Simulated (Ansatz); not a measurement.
Single-point calculation of Zn

System: Zn (2 atoms in the cell).
Method: DFT PBEsol, scalar-relativistic, plane waves, PAW, no spin polarisation (Ansatz 0.2.0).

The structure derives from an entry of the Crystallography Open Database. Figures and captions count atoms from 1; the log counts them from 0 in places.

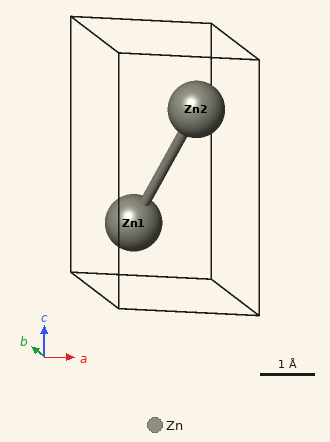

**Figure 1.** The structure (ball-and-stick view of the cell of the calculation, seen slightly off an axis; atoms are numbered from 1 in the order of the input). Near neighbours in the crystal (not all of them lie inside the picture): Zn has 12 Zn at 2.67 to 2.92 Å.

### Results in brief

```csv
quantity,value
outcome,converged
space group (tolerance 0.01 Å),P6₃/mmc (194)
electrons treated,24
free energy,−6561.7149 eV
Fermi energy,11.018 eV
gap on the k-point mesh,none (metallic)
pressure,−4.38 GPa
largest force (length of the vector),under 0.001 eV/Å
hardware,"1 thread of Intel Xeon @ 2.50GHz (Skylake/Cascade Lake), 192 GiB of memory available, shared host"
wall time,0.99 s
peak memory,0.33 GiB
```

### The input
```yaml
crystal:
  lattice:
    - [2.67, 0.0, 0.0]
    - [-1.335, 2.3122878281, 0.0]
    - [0.0, 0.0, 4.966]
  atoms:
    - { symbol: Zn, position: [0.3333333333, 0.6666666667, 0.25] }
    - { symbol: Zn, position: [0.6666666667, 0.3333333333, 0.75] }
basis:
  ecutwfc: 420
kpoints:
  mp_grid: { grid: [6, 6, 4] }
hamiltonian:
  xc: pbesol
scf:
  occupations: { method: gaussian, width: 0.1 }
output:
  forces: true
  stress: true
  eigenvalues: true
```

Run as:
```bash
ansatz run input.yaml --threads 1 --pin off --max-ram 2560MiB --backend cpu --events-out ev --progress --plain --runs-dir out
```

### Output
```
Engine: ansatz 0.2.0, x86_64-unknown-linux-gnu
Pseudopotentials: kind: paw
Pseudopotential: Zn, paw, valence charge 12, recommended cutoff 420 eV (normal), Zn.paw.azcp
Functional definition: PBEsol
  exchange = pbesol_x
  correlation = pbesol_c
Crystal: 2 atoms, lattice volume = 30.659 Å³
Basis set: ecut = 420 eV, 623 PW (Γ), exchange–correlation on 36×36×72 points (8 copies of the dense FFT grid, shifted against one another)
Bands: 16, of which v1, the nominal top of the filled ones, is band 12 counted from 1 (11 counted from 0)
Symmetry: 24 space group operations
Space group: P63/mmc (ITA 194), of the structure as read, at distance tolerance 3.1e-5 Å
k-points: 21 of 144
Non-local potential: Zn, projectors of the file, l = 0: 2, l = 1: 2, l = 2: 3, l = 3: 1
PAW form: soft (Blöchl's): semilocal exchange-correlation on the pseudo side does not see the compensation charge
PAW frozen core: Zn, regenerated for the run's functional, and the local potential with it (the file was generated under x = pbe(κ = 0.804, μ = 0.2195149727645171), c = pbe(β = 0.06672455060314922))
PAW one-centre angular grid: Zn, 590 points (default); XC on 64 Gauss nodes
Initial density: superposition of atomic densities (neutral atoms: chi_scale 0, normalization atom), corrected by the library's trained network
Initial wavefunctions: pseudopotential atomic-orbital guess
Functional: x = pbesol(κ = 0.804, μ = 0.12345679012345678), c = pbesol(β = 0.046)
SCF iter   1: F=—  HF=-6561.715455 eV  |F-HF|=—  |Δ(HF+E_count)|=         —  Δρ=4.74e-3  dr2=3.36e-3  ethr=1.77e-3  ⟨swp⟩=5.2  Hψ=1706  notcnv=0
preconditioner: auto → none  [metal: Δε(μ)=0.085 eV  Ē_g=12.945 eV  σ=0.100 eV  W_gap=0.43  n_scr=4 (ndim 8)  ℏωp=32.9 eV  f_vac=0.000  D(μ)=0.85/eV (n_scr^D=2)  sad-step TF]
SCF iter   2: F=—  HF=-6561.715089 eV  |F-HF|=—  |Δ(HF+E_count)|=   3.66e-4  Δρ=1.11e-3  dr2=3.62e-4  ethr=1.40e-5  ⟨swp⟩=2.1  Hψ=761  notcnv=0
SCF iter   3: F=—  HF=-6561.714879 eV  |F-HF|=—  |Δ(HF+E_count)|=   2.10e-4  Δρ=9.23e-4  dr2=1.40e-4  ethr=1.51e-6  ⟨swp⟩=2.0  Hψ=571  notcnv=0
SCF iter   4: F=—  HF=-6561.714853 eV  |F-HF|=—  |Δ(HF+E_count)|=   2.57e-5  Δρ=3.38e-4  dr2=2.07e-5  ethr=5.84e-7  ⟨swp⟩=1.1  Hψ=361  notcnv=0
SCF iter   5: F=—  HF=-6561.714851 eV  |F-HF|=—  |Δ(HF+E_count)|=   2.37e-6  Δρ=7.09e-5  dr2=9.69e-7  ethr=8.63e-8  ⟨swp⟩=1.8  Hψ=473  notcnv=0
SCF iter   6: F=-6561.714851 eV  HF=-6561.714851 eV  |F-HF|=1.31e-8  |Δ(HF+E_count)|=   8.11e-8  Δρ=1.34e-5  dr2=3.13e-8  ethr=4.17e-10  ⟨swp⟩=3.9  Hψ=1620  notcnv=0
SCF 1 converged in 6 iterations: F = -6561.714851 eV  dr2 = 3.13e-8
  greatest PAW one-centre occupation: 0.982 electrons in one spin orbital (limit 2), on the Zn atom at site 1 (counted from 0), in its partial waves of l = 2
```

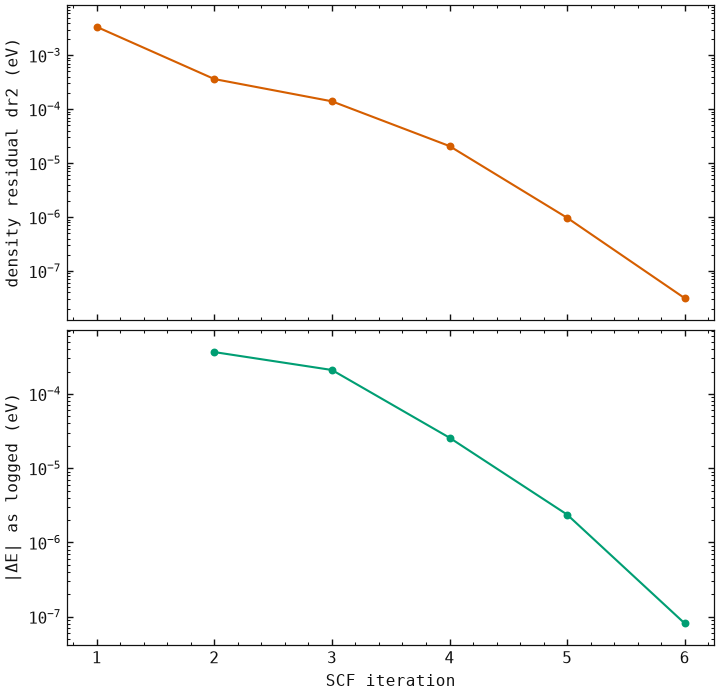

**Figure 2.** Convergence of the self-consistent field: density residual dr2 and size of the energy change against the SCF iteration. The residual falls at every step.

```
SCF converged after 6 iterations
Free energy (F): -6561.714851 eV
Harris-Foulkes:  -6561.714851 eV  (|F-HF|=1.31e-8)
Internal energy: -6561.710727 eV  (E = F + TS)
E sigma→0 (E₀):  -6561.712789 eV
Entropy (-TS):   -0.004124 eV (-2.062 meV/atom)
Fermi energy:    11.017986 eV
--- Per-component energies (eV) ---
  E_band       = 91.822118
  E_kinetic    = 262.171147
  E_local      = -3087.842463  (includes V_loc(G=0)·N_el)
  E_nonlocal   = 1223.667342
  E_hartree    = 1291.001612
  E_xc         = -272.400706
  E_vxc        = -106.259021  (∫ρ·V_xc dr)
  E_paw        = -3575.604006  (= ΣΔE_a)
  E_vpaw       = -781.925405  (= ΣTr[D̂ρ^β])
  E_aug_tail   = -0.000742  (compensation charges beyond the density's cutoff)
  E_ewald      = -2404.297622
  E_core_change = 1.594710  (= ΣΔE_core)
  E_smearing   = -0.004124  (= −TS)
  E_closure    = 0.000000  (closes the sum)
  Σ components = -6561.714851   (vs F -6561.714851, Δ=0.00e0)
--- Forces (eV/Å), atoms counted from 1 ---
  atom   1  Zn    -0.00000000     0.00000000     0.00000000
  atom   2  Zn    -0.00000000    -0.00000000    -0.00000000
  max |Σ_I F_I| component: 9.25e-17 eV/Å
--- Stress (GPa, compression-positive) ---
       -5.607616       0.000000       0.000000
       -0.000000      -5.607616       0.000000
        0.000000       0.000000      -1.915759
  P = ⅓ Tr σ = -4.3770 GPa (-43.770 kbar)
--- Band table (eV; the first three rows and the last of 21) ---
  k-point 0: bands = ["0.4002", "2.2255", "2.9323", "3.1564", "3.1564", "3.2056", "3.2056", "3.5417", "3.5417", "3.7468", "3.7468", "7.1357", "7.7039", "24.1396", "27.7047", "28.0084"]
  k-point 1: bands = ["0.7674", "2.1663", "2.9484", "3.1539", "3.1539", "3.1905", "3.1905", "3.5816", "3.5816", "3.7248", "3.7248", "4.6803", "10.9972", "20.1066", "28.3729", "28.3729"]
  k-point 2: bands = ["1.6683", "1.6683", "3.1639", "3.1639", "3.1639", "3.1639", "3.2107", "3.2107", "3.6616", "3.6616", "3.6616", "3.6616", "15.2634", "15.2634", "29.2791", "29.2791"]
  k-point 20: bands = ["2.9042", "2.9042", "3.0129", "3.0129", "3.1835", "3.1835", "3.3635", "3.3635", "3.7373", "3.7373", "11.7032", "11.7032", "12.5566", "12.5566", "12.8543", "12.8543"]
```
